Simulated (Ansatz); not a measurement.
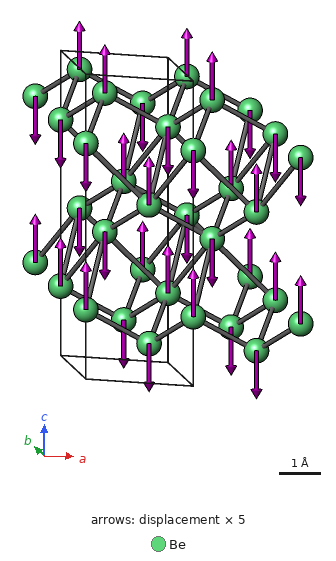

This is a relaxation of a crystal of Be (built on the grey arsenic (A7)_166 type) (coarse preliminary run). The starting structure is drawn; purple arrows show the displacements (the part carried along by the change of the cell is left out), 5 times their true length.

Style: ball-and-stick. Shown: the conventional cell (3 times the calculation's cell), repeated 2 × 2 × 1 with one cell outlined, slightly off an axis. Lengths and directions refer to the drawn axes.

Case: grey arsenic (A7) type (R-3m, No. 166).

Computed with DFT PBE, scalar-relativistic, plane waves, PAW (Ansatz). Set-up: plane-wave cutoff 420 eV; k-point mesh 9 × 9 × 9; occupations gaussian; smearing width 0.1 eV; no spin polarisation; cell and atoms relaxed; force threshold 0.04 eV/Å; at most 70 steps.

### What did the optimiser do to the structure, and how much energy did it gain?

The largest moves relative to the cell, 0.25 Å, are those of Be atoms. Cell: a = b 2.744 → 2.237 Å (−18.5 %), c 7.633 → 10.906 Å (+42.9 %). Volume −5.0 %. Near-neighbour distances that change, for instance: Be–Be 2.744 → 2.237 Å, Be–Be 1.837 → 2.230 Å, Be–Be 2.262 → 2.230 Å. Among the angles between lasting bonds that change: Be–Be–Be 96.7° → 60.2°, Be–Be–Be 93.4° → 119.8°, Be–Be–Be 164.8° → 180.0°. The space group stays R-3m (No. 166). Over 12 accepted moves (14 points after the start) the energy falls by 1310 meV per atom. Largest force component: 3.8 eV/Å at the start, 0.0012 eV/Å at the end. Pressure: 30.93 GPa at the start and 0.02 GPa at the end. At 2 points the geometry stayed and the basis and grid were re-selected for the new cell (energy shift of 7.7 meV per atom at most each time).
